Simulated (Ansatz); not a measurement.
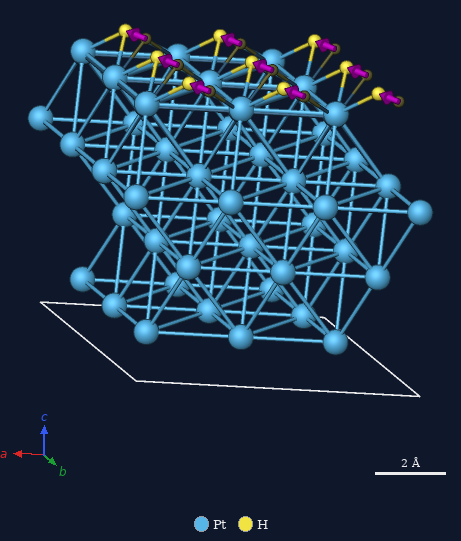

This is a constrained relaxation of a slab of composition HPt₄ (cut from the Fm-3m phase). The starting structure is drawn faded, the final one solid; purple arrows show the displacements, at their true length.

A ball-and-stick model of the 3 × 3 repeat of the cell, outlined in the plane, without the vacuum, seen from a free direction.

Case: H put at a bridge Pt-Pt site. The slab is the (1 1 1) face of Pt with H on it. 2 atoms are held fixed.

The calculation used DFT PBEsol, scalar-relativistic, plane waves, PAW in Ansatz. Set-up: plane-wave cutoff 420 eV; k-point mesh 12 × 12 × 1; occupations gaussian; smearing width 0.1 eV; no spin polarisation; dipole correction; atoms relaxed in a fixed cell; force threshold 0.03 eV/Å; at most 70 steps.

**What happened in the run?**

The atom that moves furthest is the H atom (0.77 Å within the plane). Largest moves by element: H 0.77 Å, Pt 0.10 Å. The cell doesn't change. Among the contacts that change: H–Pt 2.577 → 1.854 Å, H–Pt 1.674 → 1.846 Å, Pt–Pt 2.775 → 2.836 Å, Pt–Pt 2.750 → 2.781 Å. Among the angles between lasting bonds that change: Pt–H–Pt 111.7° → 97.2°. Over 7 accepted moves (8 points after the start) the energy falls by 0.174 eV per cell of the calculation. Largest force component: 1.1 eV/Å at the start, 0.01 eV/Å at the end. 1 step only repeated the SCF at the same geometry.

Limits of the set-up: the periodic images lie only 2.8 Å apart, so the values are limited by the cell's size.
